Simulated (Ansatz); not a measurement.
# Calculations on HfO$_{2}$

**1. Vibrations**

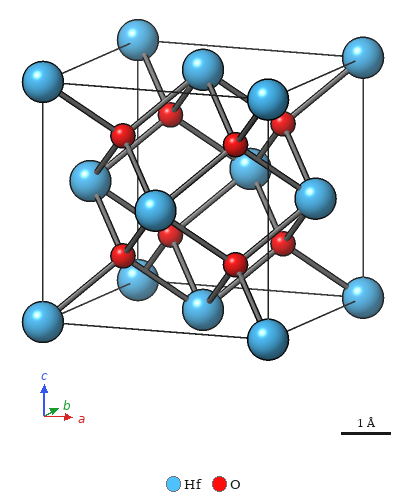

Lattice vibrations of solid HfO2 relaxed at 4 GPa, space group Fm-3m (No. 225), at the zone centre. A ball-and-stick model of the conventional cell (4 times the calculation's cell), seen slightly off an axis. Lengths and directions refer to the drawn axes.

The calculation used DFT PBE, scalar-relativistic, plane waves, PAW in Ansatz. Settings: plane-wave cutoff 420 eV; k-point mesh 8 × 8 × 8; occupations fixed; target pressure 4 GPa; no spin polarisation.

Frequencies are those without the non-analytic (LO–TO) term.

Give the spectrum at this point.

The calculation's cell holds 3 atoms, so there are 6 optical modes, in 2 levels. The optical modes span T₁u + T₂g. No level is unstable.

```csv
level,symmetry,frequency (cm⁻¹),activity
1,T₁u,232,infrared-active
2,T₂g,576,Raman-active
```

The displacement patterns (one member of each degenerate set):

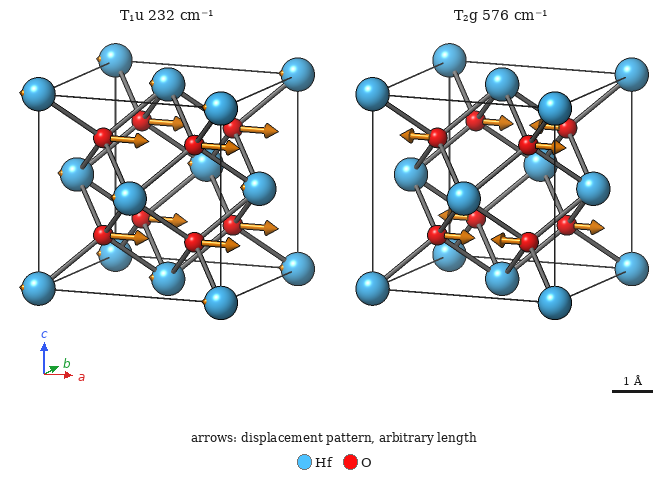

**2. One mode**

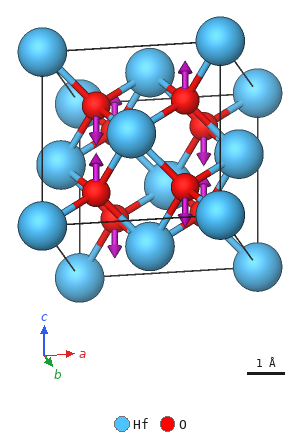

One vibrational mode of solid HfO₂ relaxed at 25 GPa at the zone centre. The purple arrows give the relative displacements of the atoms. A ball-and-stick model of the conventional cell (4 times the calculation's cell), seen from a free direction. Lengths and directions refer to the drawn axes.

These are results of DFT PBE, scalar-relativistic, plane waves, PAW in Ansatz 0.2.0, not measurements. Settings: plane-wave cutoff 420 eV; k-point mesh 8 × 8 × 8; occupations fixed; target pressure 25 GPa; no spin polarisation.

Frequencies are those without the non-analytic (LO–TO) term.

### What mode is this, and where does it lie in the spectrum?

This is the T₂g mode (triply degenerate; one member of the set is drawn) at 19.1 THz, the highest optical level, Raman-active by symmetry. The Hf atoms stay at rest; all motion is along c; atoms of one kind move against one another, with no net shift of their sublattice.

**3. One mode**

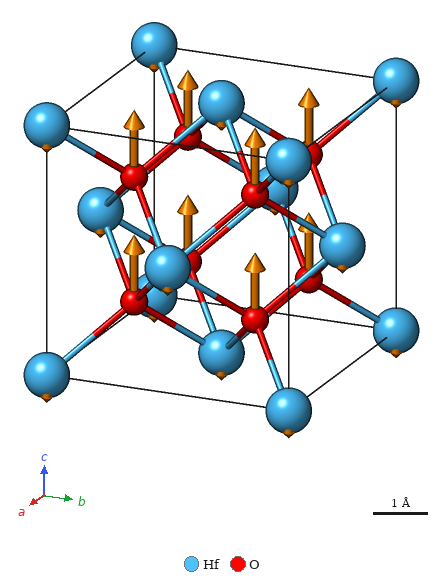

One vibrational mode of solid HfO2 relaxed at 9 GPa at the zone centre. The orange arrows give the relative displacements of the atoms. The picture is a ball-and-stick view of the conventional cell (4 times the calculation's cell), seen from a free direction. Lengths and directions refer to the drawn axes.

These are results of Ansatz, DFT PBEsol, scalar-relativistic, plane waves, PAW, not measurements.

The input:
```yaml
crystal:
  lattice:
    - [0.0, 2.4952904583, 2.4952904583]
    - [2.4952904583, 0.0, 2.4952904583]
    - [2.4952904583, 2.4952904583, 0.0]
  atoms:
    - { symbol: Hf, position: [0.0, 0.0, 0.0] }
    - { symbol: O, position: [0.25, 0.25, 0.25] }
    - { symbol: O, position: [0.75, 0.75, 0.75] }
basis:
  ecutwfc: 420
kpoints:
  mp_grid: { grid: [8, 8, 8] }
hamiltonian:
  xc: pbesol
scf:
  occupations: { method: fixed }
output:
  eigenvalues: true
phonons:
  method: dfpt
  dielectric: true
  rigid_motions: translations
  eigenvectors: true
```

Launched with:
```bash
ansatz run input.yaml --threads 1 --pin off --max-ram 3072MiB --backend cpu --events-out ev --progress --plain --runs-dir out
```

Frequencies are those without the non-analytic (LO–TO) term.

**What mode is this, and where does it lie in the spectrum?**

This is the T₁u mode (triply degenerate; one member of the set is drawn) at 8.04 THz, the lowest optical level, infrared-active by symmetry. The O sublattice moves against the Hf sublattice, along c; the kinetic energy is shared as O 85 %, Hf 15 %. Its infrared intensity is 79 (D/Å)²/amu for the set. The value is the transverse one; the longitudinal partner lies at 640 cm⁻¹.

**4. Softest mode**

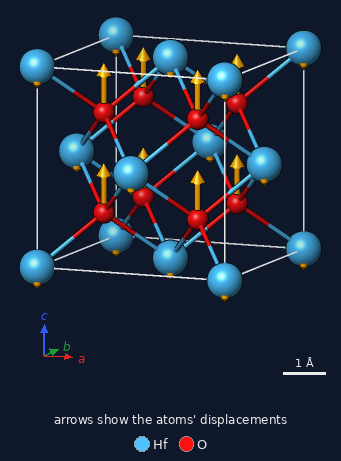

The lowest optical mode of solid HfO2 relaxed at 50 GPa, space group Fm-3m (No. 225), at the zone centre. The orange arrows give the relative displacements of the atoms. A ball-and-stick model of the conventional cell (4 times the calculation's cell), seen slightly off an axis. Lengths and directions refer to the drawn axes.

Level of theory: Ansatz, DFT PBE, scalar-relativistic, plane waves, PAW.

Input file:
```yaml
crystal:
  lattice:
    - [0.0, 2.4254772489, 2.4254772489]
    - [2.4254772489, 0.0, 2.4254772489]
    - [2.4254772489, 2.4254772489, 0.0]
  atoms:
    - { symbol: Hf, position: [0.0, 0.0, 0.0] }
    - { symbol: O, position: [0.25, 0.25, 0.25] }
    - { symbol: O, position: [0.75, 0.75, 0.75] }
basis:
  ecutwfc: 420
kpoints:
  mp_grid: { grid: [8, 8, 8] }
hamiltonian:
  xc: pbe
scf:
  occupations: { method: fixed }
output:
  eigenvalues: true
phonons:
  method: dfpt
  dielectric: true
  rigid_motions: translations
  eigenvectors: true
```

Run as
```bash
ansatz run input.yaml --threads 1 --pin off --max-ram 3072MiB --backend cpu --events-out ev --progress --plain --runs-dir out
```

Frequencies are those without the non-analytic (LO–TO) term.

Q: Is the structure stable against all modes at this point?

A: Yes: this softest mode has a real frequency, and so have all others here. That speaks for this wave vector alone: the rest of the zone wasn't checked in this run. This is the T₁u mode (triply degenerate; one member of the set is drawn) at 44.7 meV, the lowest optical level, infrared-active by symmetry. The O sublattice moves against the Hf sublattice, along c; the kinetic energy is shared as O 85 %, Hf 15 %. Its infrared intensity is 81 (D/Å)²/amu for the set. The value is the transverse one; the longitudinal partner lies at 714 cm⁻¹.
